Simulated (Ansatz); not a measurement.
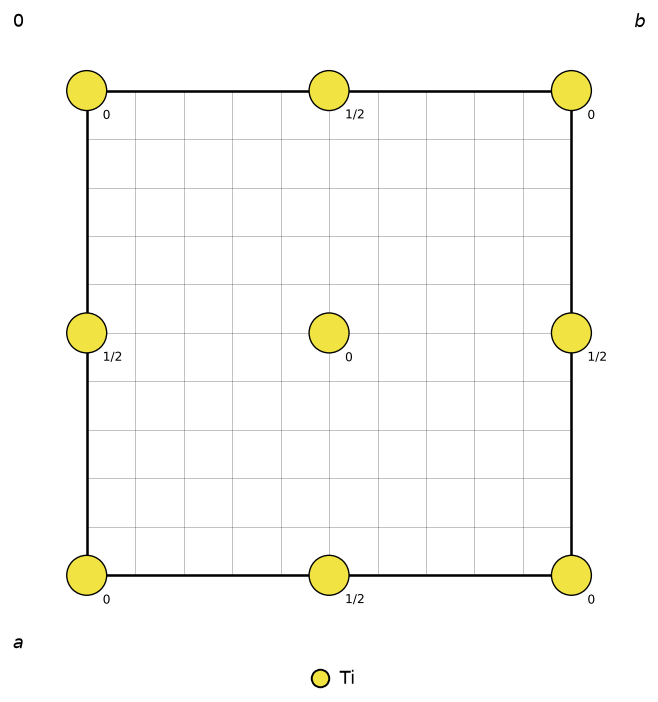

Plan of a unit cell projected along c (a down the page, b across); the numbers are heights as fractions of c, and atoms on the cell's edges are repeated. The grid marks tenths of a and b. Source: the geometry relaxed with DFT, PBE, plane waves (420 eV) with PAW, scalar-relativistic in Ansatz; the starting structure was generated, so it need not be a known form of this composition. Symmetry computed with spglib at a tolerance of 0.002 Å; standard conventional cell.

a = 4.112 Å, b = 4.112 Å, c = 4.112 Å, α = 90.00°, β = 90.00°, γ = 90.00°.

What does the cell contain?

Answer. 4 Ti: Ti, Z = 4.

Give the fractional coordinates of all atoms, to two places.

Answer.
| atom | x | y | z |
| --- | --- | --- | --- |
| Ti | 0.00 | 0.00 | 0.00 |
| Ti | 0.00 | 0.50 | 0.50 |
| Ti | 0.50 | 0.00 | 0.50 |
| Ti | 0.50 | 0.50 | 0.00 |
